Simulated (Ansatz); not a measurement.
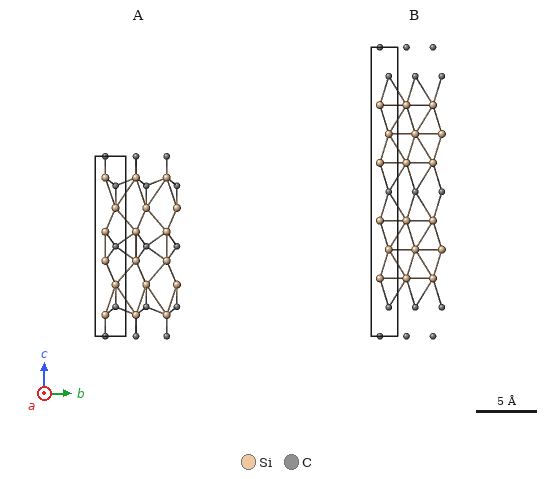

Two geometries of crystalline Si3C2 (a generated structure, set up in P-6m2) (coarse preliminary run), drawn at one scale. One is the start of a relaxation, the other its converged end. A ball-and-stick model of the cell of the calculation, repeated 1 × 3 × 1 with one cell outlined, seen along the a axis.

All numbers below come from Ansatz 0.2.0, DFT PBE, scalar-relativistic, plane waves, PAW. Settings: plane-wave cutoff 420 eV; k-point mesh 6 × 6 × 1; occupations gaussian; smearing width 0.1 eV; no spin polarisation; cell and atoms relaxed; force threshold 0.04 eV/Å; at most 70 steps.

### Which one is relaxed?

Structure A is the relaxed one. The largest moves relative to the cell, 1.24 Å, are those of Si atoms. By element the largest moves are Si 1.24 Å, C 0.96 Å. The drawn cell changes as follows: a = b 2.593 → 3.000 Å (+15.7 %), c 24.454 → 15.223 Å (−37.7 %); the volume changes by −16.7 %. Near-neighbour distances that change, for instance: C–Si 4.891 → 1.802 Å, C–Si 4.891 → 1.879 Å, Si–Si 4.891 → 2.464 Å, C–Si 2.867 → 1.862 Å. New bonds form: C–Si (4.89 → 1.80 Å), C–Si (4.89 → 1.88 Å). The space group stays P-6m2 (No. 187). After 25 accepted moves (27 points after the start) the energy has fallen by 1800 meV per atom. The largest force component goes from 1.2 to 0.014 eV/Å. Pressure: −11.42 GPa at the start and 0.19 GPa at the end. The SCF was repeated twice at an unchanged geometry on a basis and grid sized afresh for the cell, which shifted the energy by 11.5 meV per atom at most. Cost: 2 min on 1 thread of Intel(R) Xeon(R) Processor @ 2.70GHz (shared host), peak memory 0.39 GiB.

Limits of the set-up: the k-point mesh is coarse for a cell with partly filled bands.
